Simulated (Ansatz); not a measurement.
**Si₅Ni₂ (slab): density, localisation and related maps**

The calculation's input:

```
crystal:
  lattice:
    - [3.8123023599, 0.0, 0.0]
    - [-1.90615118, 3.3015506906, 0.0]
    - [0.0, 0.0, 29.0072932906]
  atoms:
    - { symbol: Si, position: [0.6666666667, 0.3333333333, 0.2585556648] }
    - { symbol: Si, position: [0.0, 0.0, 0.3122099615] }
    - { symbol: Ni, position: [0.6666666667, 0.3333333333, 0.3390371098] }
    - { symbol: Si, position: [0.3333333333, 0.6666666667, 0.3658642582] }
    - { symbol: Si, position: [0.6666666667, 0.3333333333, 0.4195185549] }
    - { symbol: Ni, position: [0.3333333333, 0.6666666667, 0.4463457033] }
    - { symbol: Si, position: [0.0, 0.0, 0.4731728516] }
    - { symbol: Si, position: [0.3333333333, 0.6666666667, 0.5268271484] }
    - { symbol: Ni, position: [0.0, 0.0, 0.5536542967] }
    - { symbol: Si, position: [0.6666666667, 0.3333333333, 0.5804814451] }
    - { symbol: Si, position: [0.0, 0.0, 0.6341357418] }
    - { symbol: Ni, position: [0.6666666667, 0.3333333333, 0.6609628902] }
    - { symbol: Si, position: [0.3333333333, 0.6666666667, 0.6877900385] }
    - { symbol: Si, position: [0.6666666667, 0.3333333333, 0.7414443352] }
basis:
  ecutwfc: 420
kpoints:
  mp_grid: { grid: [9, 9, 1] }
hamiltonian:
  xc: pbesol
scf:
  occupations: { method: gaussian, width: 0.1 }
output:
  forces: true
  stress: true
  eigenvalues: true
  write_density: true
  write_potential: true
  elf: true
  volumetric_format: npy
efield:
  axis: 3
  dipole_correction: true
  ramp_width: 0.04
```

Launched as:

```sh
ansatz run input.yaml --threads 1 --pin off --max-ram 2560MiB --backend cpu --events-out ev --progress --plain --runs-dir out
```

Changed on purpose from its base cell (repeats removed: -1); not relaxed (largest force 1.1 eV/Å); computed without spin polarisation.

Level of theory: DFT PBEsol, scalar-relativistic, plane waves, PAW (Ansatz 0.2.0).

In a PAW calculation such maps are meaningful between the atoms, not at the nuclei.

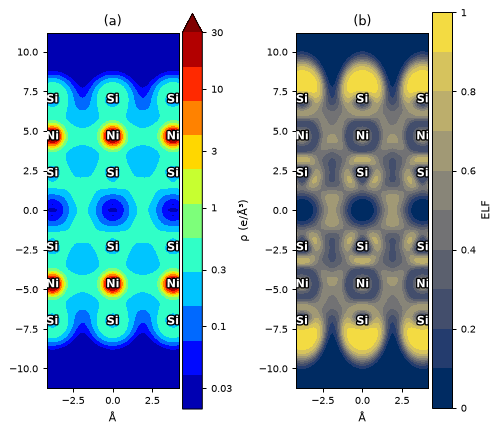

Figure 1. (a) valence pseudo-density; (b) electron localisation function on the (11̄0) plane of the calculation cell, a cut from vacuum to vacuum.

Q: What do the fields say about this system?

A:
- The plane passes through Si and Ni nuclei.
- Si–Ni (2.33 Å): ρ is about 0.46 e/Å³ halfway; the ELF peaks at about 0.65 in the valence shell of Si, 0.9 Å from its nucleus, and is about 0.50 at the midpoint.
- The density dies away to nearly zero in the vacuum.
- The features right at Ni lie inside the PAW spheres, where the map follows smoothed inner orbitals and isn't to be read closely.

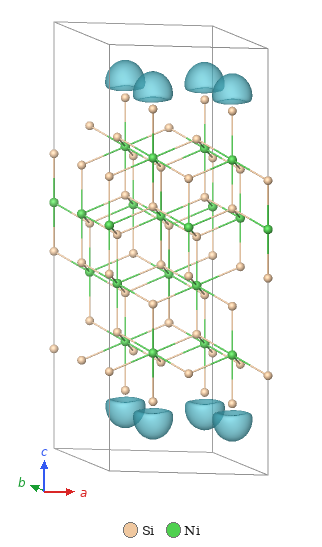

Figure 2. Isosurface of the electron localisation function at 0.9 (cyan), seen slightly off an axis. Core shells and regions of very low density are left out. Sticks mark near contacts.

Q: Identify the bonds, lone pairs and shells in this picture.

A: The surface consists of two lobes on Si, pointing away from the bonds (lone pairs), counted in one cell of 14 atoms. Counts are for one cell; the picture repeats the cell along the surface.

Q: Does the calculation give a band gap?

A: It is gapless in this calculation (a metal or semimetal).
